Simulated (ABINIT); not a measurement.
Run report: GaAs, geometry relaxation (part 2 of 2)

Continued. System: GaAs (2 atoms in the cell). Method: Kohn-Sham DFT of a periodic cell, PBEsol, PseudoDojo NC SR PBEsol v0.4.1 standard, no spin polarisation (ABINIT 10.8.3); cutoff 1142.88 eV, 6×6×6 k-mesh, fermi-dirac of 0.05 eV. The structure derives from an entry of the Crystallography Open Database.

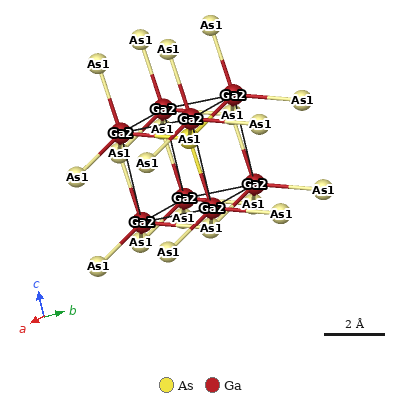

*The geometry at step 1 of the log (ball-and-stick view of the cell of the calculation, seen slightly off an axis; neighbours outside the cell are drawn fainter; atoms are numbered from 1 in the order of the input).*

## Output, continued
```
--- !ResultsGS
iteration_state: {dtset: 1, itime: 2, icycle: 1, }
comment   : Summary of ground state results
lattice_vectors:
- [  0.0000000,   5.3434125,   5.3434125, ]
- [  5.3434125,   0.0000000,   5.3434125, ]
- [  5.3434125,   5.3434125,   0.0000000, ]
lattice_lengths: [   7.55673,    7.55673,    7.55673, ]
lattice_angles: [ 60.000,  60.000,  60.000, ] # degrees, (23, 13, 12)
lattice_volume:   3.0513083E+02
convergence: {deltae: -2.586E-12, res2:  1.267E-13, residm:  4.941E-09, diffor: null, }
etotal    :  -1.82306547E+02
entropy   :   0.00000000E+00
fermie    :   1.52659278E-01
cartesian_stress_tensor: # hartree/bohr^3
- [ -7.04912084E-06,   0.00000000E+00,   0.00000000E+00, ]
- [  0.00000000E+00,  -7.04912084E-06,   0.00000000E+00, ]
- [  0.00000000E+00,   0.00000000E+00,  -7.04912084E-06, ]
pressure_GPa:   2.0739E-01
xred      :
- [  7.5000E-01,   7.5000E-01,   7.5000E-01, As]
- [  5.6614E-29,   5.6614E-29,  -9.4357E-29, Ga]
cartesian_forces: # hartree/bohr
- [ -2.51959328E-28,  -2.51959328E-28,   7.55877983E-28, ]
- [  2.51959328E-28,   2.51959328E-28,  -7.55877983E-28, ]
force_length_stats: {min:   8.35654553E-28, max:   8.35654553E-28, mean:   8.35654553E-28, }
...

 Integrated electronic density in atomic spheres:
 ------------------------------------------------
 Atom  Sphere_radius  Integrated_density
    1        2.00000         12.37472126
    2        2.00000         10.81651404

---OUTPUT-----------------------------------------------------------------------

 Cartesian coordinates (xcart) [bohr]
  8.01511868894520E+00  8.01511868894520E+00  8.01511868894520E+00
 -2.01676159407784E-28 -2.01676159407784E-28  6.05028478223351E-28
 Reduced coordinates (xred)
  7.50000000000000E-01  7.50000000000000E-01  7.50000000000000E-01
  5.66144278428933E-29  5.66144278428933E-29 -9.43573797381555E-29
 Cartesian forces (fcart) [Ha/bohr]; max,rms= 7.55878E-28 4.82465E-28 (free atoms)
 -2.51959327832681E-28 -2.51959327832681E-28  7.55877983498043E-28
  2.51959327832681E-28  2.51959327832681E-28 -7.55877983498043E-28
 Gradient of E wrt nuclear positions in reduced coordinates (gred)
 -2.69264522315439E-27 -2.69264522315439E-27  2.69264522315439E-27
  2.69264522315439E-27  2.69264522315439E-27 -2.69264522315439E-27
 Scale of Primitive Cell (acell) [bohr]
  7.55672636929091E+00  7.55672636929091E+00  7.55672636929091E+00
 Real space primitive translations (rprimd) [bohr]
  0.00000000000000E+00  5.34341245929680E+00  5.34341245929680E+00
  5.34341245929680E+00  0.00000000000000E+00  5.34341245929680E+00
  5.34341245929680E+00  5.34341245929680E+00  0.00000000000000E+00
 Unitary Cell Volume (ucvol) [Bohr^3]=  3.05130831127324E+02
 Angles (23,13,12)= [degrees]
  6.00000000000000E+01  6.00000000000000E+01  6.00000000000000E+01
 Lengths [Bohr]
  7.55672636929091E+00  7.55672636929091E+00  7.55672636929091E+00
 Stress tensor in cartesian coordinates (strten) [Ha/bohr^3]
 -7.04912084303552E-06  0.00000000000000E+00  0.00000000000000E+00
  0.00000000000000E+00 -7.04912084303552E-06  0.00000000000000E+00
  0.00000000000000E+00  0.00000000000000E+00 -7.04912084303552E-06
 Total energy (etotal) [Ha]= -1.82306547049748E+02

 Difference of energy with previous step (new-old):
           Absolute (Ha)=-1.97665E-06
           Relative     =-1.08424E-08

--- Iteration: ( 3/50) Internal Cycle: (1/1)
--------------------------------------------------------------------------------

---SELF-CONSISTENT-FIELD CONVERGENCE--------------------------------------------

--- !BeginCycle
iteration_state: {dtset: 1, itime: 3, icycle: 1, }
solver: {iscf: 7, nstep: 80, nline: 4, wfoptalg: 0, }
tolerances: {tolvrs: 1.00E-12, }
...

     iter   Etot(hartree)      deltaE(h)  residm     vres2
 ETOT  1  -182.30627218380    -1.823E+02 1.328E-06 3.867E+00
 ETOT  2  -182.30653443041    -2.622E-04 2.715E-06 1.379E-01
 ETOT  3  -182.30654806110    -1.363E-05 4.834E-07 3.413E-02
 ETOT  4  -182.30655006426    -2.003E-06 5.296E-07 1.616E-03
 ETOT  5  -182.30655021922    -1.550E-07 1.589E-07 9.001E-05
 ETOT  6  -182.30655022325    -4.031E-09 2.213E-08 7.025E-07
 ETOT  7  -182.30655022329    -3.214E-11 6.302E-08 3.212E-08
 ETOT  8  -182.30655022329    -5.514E-12 6.056E-09 3.178E-09
 ETOT  9  -182.30655022329     3.666E-12 2.627E-08 2.010E-10
 ETOT 10  -182.30655022329     7.958E-13 2.555E-09 1.744E-12
 ETOT 11  -182.30655022329    -3.638E-12 1.142E-08 1.191E-14

 At SCF step   11       vres2   =  1.19E-14 < tolvrs=  1.00E-12 =>converged.

 Cartesian components of stress tensor (hartree/bohr^3)
  sigma(1 1)= -4.95935784E-08  sigma(3 2)=  0.00000000E+00
  sigma(2 2)= -4.95935784E-08  sigma(3 1)=  0.00000000E+00
  sigma(3 3)= -4.95935784E-08  sigma(2 1)=  0.00000000E+00

--- !ResultsGS
iteration_state: {dtset: 1, itime: 3, icycle: 1, }
comment   : Summary of ground state results
lattice_vectors:
- [  0.0000000,   5.3486723,   5.3486723, ]
- [  5.3486723,   0.0000000,   5.3486723, ]
- [  5.3486723,   5.3486723,   0.0000000, ]
lattice_lengths: [   7.56416,    7.56416,    7.56416, ]
lattice_angles: [ 60.000,  60.000,  60.000, ] # degrees, (23, 13, 12)
lattice_volume:   3.0603280E+02
convergence: {deltae: -3.638E-12, res2:  1.191E-14, residm:  1.142E-08, diffor: null, }
etotal    :  -1.82306550E+02
entropy   :   0.00000000E+00
fermie    :   1.51240091E-01
cartesian_stress_tensor: # hartree/bohr^3
- [ -4.95935784E-08,   0.00000000E+00,   0.00000000E+00, ]
- [  0.00000000E+00,  -4.95935784E-08,   0.00000000E+00, ]
- [  0.00000000E+00,   0.00000000E+00,  -4.95935784E-08, ]
pressure_GPa:   1.4591E-03
xred      :
- [  7.5000E-01,   7.5000E-01,   7.5000E-01, As]
- [ -2.7262E-28,  -2.7262E-28,   4.5436E-28, Ga]
cartesian_forces: # hartree/bohr
- [  2.01369241E-28,   2.01369241E-28,  -6.04107724E-28, ]
- [ -2.01369241E-28,  -2.01369241E-28,   6.04107724E-28, ]
force_length_stats: {min:   6.67866218E-28, max:   6.67866218E-28, mean:   6.67866218E-28, }
...

 Integrated electronic density in atomic spheres:
 ------------------------------------------------
 Atom  Sphere_radius  Integrated_density
    1        2.00000         12.37929338
    2        2.00000         10.81939294

---OUTPUT-----------------------------------------------------------------------

 Cartesian coordinates (xcart) [bohr]
  8.02300849367355E+00  8.02300849367355E+00  8.02300849367355E+00
  9.72097541208241E-28  9.72097541208241E-28 -2.91629262362472E-27
 Reduced coordinates (xred)
  7.50000000000000E-01  7.50000000000000E-01  7.50000000000000E-01
 -2.72618366220508E-28 -2.72618366220508E-28  4.54363943700847E-28
 Cartesian forces (fcart) [Ha/bohr]; max,rms= 6.04108E-28 3.85593E-28 (free atoms)
  2.01369241372059E-28  2.01369241372059E-28 -6.04107724116178E-28
 -2.01369241372059E-28 -2.01369241372059E-28  6.04107724116178E-28
 Gradient of E wrt nuclear positions in reduced coordinates (gred)
  2.15411617852351E-27  2.15411617852351E-27 -2.15411617852351E-27
 -2.15411617852351E-27 -2.15411617852351E-27  2.15411617852351E-27
 Scale of Primitive Cell (acell) [bohr]
  7.56416494852512E+00  7.56416494852512E+00  7.56416494852512E+00
 Real space primitive translations (rprimd) [bohr]
  0.00000000000000E+00  5.34867232911570E+00  5.34867232911570E+00
  5.34867232911570E+00  0.00000000000000E+00  5.34867232911570E+00
  5.34867232911570E+00  5.34867232911570E+00  0.00000000000000E+00
 Unitary Cell Volume (ucvol) [Bohr^3]=  3.06032799018995E+02
 Angles (23,13,12)= [degrees]
  6.00000000000000E+01  6.00000000000000E+01  6.00000000000000E+01
 Lengths [Bohr]
  7.56416494852511E+00  7.56416494852512E+00  7.56416494852512E+00
 Stress tensor in cartesian coordinates (strten) [Ha/bohr^3]
 -4.95935783620394E-08  0.00000000000000E+00  0.00000000000000E+00
  0.00000000000000E+00 -4.95935783620394E-08  0.00000000000000E+00
  0.00000000000000E+00  0.00000000000000E+00 -4.95935783689783E-08
 Total energy (etotal) [Ha]= -1.82306550223290E+02

 Difference of energy with previous step (new-old):
           Absolute (Ha)=-3.17354E-06
           Relative     =-1.74077E-08

 At Broyd/MD step   3, gradients are converged :
  max grad (force/stress) = 4.9594E-06 < tolmxf= 2.0000E-05 ha/bohr (free atoms)

================================================================================

 ----iterations are completed or convergence reached----

 Mean square residual over all n,k,spin=   39.694E-12; max=  11.421E-09
 reduced coordinates (array xred) for    2 atoms
       0.750000000000      0.750000000000      0.750000000000
      -0.000000000000     -0.000000000000      0.000000000000
 rms dE/dt=  3.0464E-27; max dE/dt=  4.3082E-27; dE/dt below (all hartree)
    1       0.000000000000      0.000000000000      0.000000000000
    2      -0.000000000000     -0.000000000000      0.000000000000

 cartesian coordinates (angstrom) at end:
    1      4.24559325485299     4.24559325485299     4.24559325485299
    2      0.00000000000000     0.00000000000000    -0.00000000000000

 cartesian forces (hartree/bohr) at end:
    1      0.00000000000000     0.00000000000000    -0.00000000000000
    2     -0.00000000000000    -0.00000000000000     0.00000000000000
 frms,max,avg= 3.8559274E-28 6.0410772E-28   0.000E+00  0.000E+00  0.000E+00 h/b

 cartesian forces (eV/Angstrom) at end:
    1      0.00000000000000     0.00000000000000    -0.00000000000000
    2     -0.00000000000000    -0.00000000000000     0.00000000000000
 frms,max,avg= 1.9827976E-26 3.1064468E-26   0.000E+00  0.000E+00  0.000E+00 e/A
 length scales=  7.564164948525  7.564164948525  7.564164948525 bohr
              =  4.002783707555  4.002783707555  4.002783707555 angstroms
 Fermi (or HOMO) energy (hartree) =   0.15124   Average Vxc (hartree)=  -0.37346
 Eigenvalues (hartree) for nkpt=  16  k points:
 kpt#   1, nband= 18, wtk=  0.00463, kpt=  0.0000  0.0000  0.0000 (reduced coord)
  -1.15121   -1.15121   -1.15121   -1.15085   -1.15085   -0.40154   -0.40154   -0.40154
  -0.39870   -0.39870   -0.32502    0.14266    0.14266    0.14266    0.15776    0.27866
   0.27866    0.27866
      occupation numbers for kpt#   1
   2.00000    2.00000    2.00000    2.00000    2.00000    2.00000    2.00000    2.00000
   2.00000    2.00000    2.00000    1.98138    1.98138    1.98138    0.05600    0.00000
   0.00000    0.00000
 prteigrs : prtvol=0 or 1, do not print more k-points.

--- !EnergyTerms
iteration_state     : {dtset: 1, itime: 3, icycle: 1, }
comment             : Components of total free energy in Hartree
kinetic             :  1.38793902769658E+02
hartree             :  5.73779611144056E+01
xc                  : -4.42327307942533E+01
Ewald energy        : -9.90521831920735E+01
psp_core            :  4.87671521997418E+00
local_psp           : -1.49793170049297E+02
non_local_psp       : -9.02770404050809E+01
internal            : -1.82306545336667E+02
'-kT*entropy'       : -4.88662286208404E-06
total_energy        : -1.82306550223290E+02
total_energy_eV     : -4.96081395329828E+03
band_energy         : -1.59295990610730E+01
...

 Cartesian components of stress tensor (hartree/bohr^3)
  sigma(1 1)= -4.95935784E-08  sigma(3 2)=  0.00000000E+00
  sigma(2 2)= -4.95935784E-08  sigma(3 1)=  0.00000000E+00
  sigma(3 3)= -4.95935784E-08  sigma(2 1)=  0.00000000E+00

-Cartesian components of stress tensor (GPa)         [Pressure=  1.4591E-03 GPa]
- sigma(1 1)= -1.45909345E-03  sigma(3 2)=  0.00000000E+00
- sigma(2 2)= -1.45909345E-03  sigma(3 1)=  0.00000000E+00
- sigma(3 3)= -1.45909345E-03  sigma(2 1)=  0.00000000E+00

== END DATASET(S) ==============================================================
================================================================================

 -outvars: echo values of variables after computation  --------
            acell      7.5641649485E+00  7.5641649485E+00  7.5641649485E+00 Bohr
           etotal     -1.8230655022E+02
            fcart      2.0136924137E-28  2.0136924137E-28 -6.0410772412E-28
                      -2.0136924137E-28 -2.0136924137E-28  6.0410772412E-28
            rprim      0.0000000000E+00  7.0710678119E-01  7.0710678119E-01
                       7.0710678119E-01  0.0000000000E+00  7.0710678119E-01
                       7.0710678119E-01  7.0710678119E-01  0.0000000000E+00
           strten     -4.9593578362E-08 -4.9593578362E-08 -4.9593578369E-08
                       0.0000000000E+00  0.0000000000E+00  0.0000000000E+00
           xangst      4.2455932549E+00  4.2455932549E+00  4.2455932549E+00
                       5.1441186523E-28  5.1441186523E-28 -1.5432355957E-27
             xred      7.5000000000E-01  7.5000000000E-01  7.5000000000E-01
                      -2.7261836622E-28 -2.7261836622E-28  4.5436394370E-28
 Calculation completed.
```

## Trajectory as extended XYZ (Å, eV, eV/Å), 3 frames, from step=0 to step=2
```
2
Lattice="0.0000 2.8268 2.8268 2.8268 0.0000 2.8268 2.8268 2.8268 0.0000" Properties=species:S:1:pos:R:3:forces:R:3 step=0 energy=-4960.81381
As    4.2403    4.2403    4.2403    0.0000   0.0000   0.0000
Ga    0.0000    0.0000    0.0000    0.0000   0.0000   0.0000
2
Lattice="0.0000 2.8276 2.8276 2.8276 0.0000 2.8276 2.8276 2.8276 0.0000" Properties=species:S:1:pos:R:3:forces:R:3 step=1 energy=-4960.81387
As    4.2414    4.2414    4.2414    0.0000   0.0000   0.0000
Ga    0.0000    0.0000    0.0000    0.0000   0.0000   0.0000
2
Lattice="0.0000 2.8304 2.8304 2.8304 0.0000 2.8304 2.8304 2.8304 0.0000" Properties=species:S:1:pos:R:3:forces:R:3 step=2 energy=-4960.81395
As    4.2456    4.2456    4.2456    0.0000   0.0000   0.0000
Ga    0.0000    0.0000    0.0000    0.0000   0.0000   0.0000
```

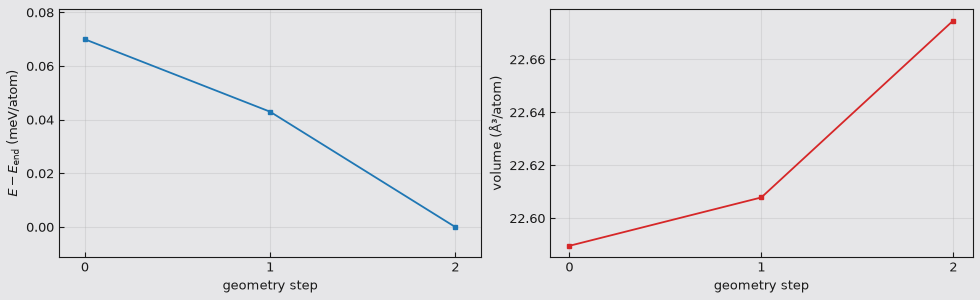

*Progress of the relaxation, step by step (steps are counted from 0).*

After 2 geometry steps the energy has fallen by 0.1 meV per atom. All forces vanish by symmetry, so only the cell relaxes. No atom moves by more than 0.005 Å relative to the cell. The volume changes by +0.4 %, with a = b = c 5.654 → 5.661 Å (+0.1 %). The space group stays F-43m (No. 216).

This output came from the following input.

## The input
```
# Pseudopotentials
pp_dirpath "./"
pseudos "As.upf, Ga.upf"

# Structure
acell 3.9977696088 3.9977696088 3.9977696088 Angstrom
rprim
     0.0000000000     0.7071067812     0.7071067812
     0.7071067812     0.0000000000     0.7071067812
     0.7071067812     0.7071067812     0.0000000000
ntypat 2
znucl 33 31
natom 2
typat 1 2
chkprim 0
chksymtnons 0
tolsym 1.0e-6
xred
            3/4            3/4            3/4
            0.0            0.0            0.0

# Plane-wave basis
ecut 42.0
ecutsm 0.5

# k points
kptopt 1
ngkpt 6 6 6
nshiftk 1
shiftk 0.0 0.0 0.0

# Exchange and correlation
ixc -116133

# Bands and occupations
nband 18
occopt 3
tsmear 0.00183747

# SCF cycle
nstep 80
tolvrs 1.0e-12

# Output
iomode 3
prteig 0
prtebands 0
prtwf 0
prtden 0

# Relaxation
ionmov 2
optcell 2
ntime 50
tolmxf 2.0e-5
dilatmx 1.08
```

Launch command:
```bash
mpirun --bind-to none -np 4 abinit run.abi > log 2>&1
```

## Results in brief

- outcome: converged
- space group (tolerance 0.01 Å): F-43m (216)
- electrons treated: 28
- free energy: −4960.8140 eV
- Fermi energy: 4.115 eV
- gap on the k-point mesh: 0.41 eV
- pressure: 0.00 GPa
- final volume: 45.35 Å³
- largest force (length of the vector) at the end: under 0.001 eV/Å
- final cell: a = 4.003 Å, b = 4.003 Å, c = 4.003 Å, α = 60.00°, β = 60.00°, γ = 60.00°
- hardware: 4 threads of Arm Neoverse V2, 24 GiB of memory available, shared host
- wall time: 39 s (CPU time 2.6 min)
- peak memory: 0.36 GiB
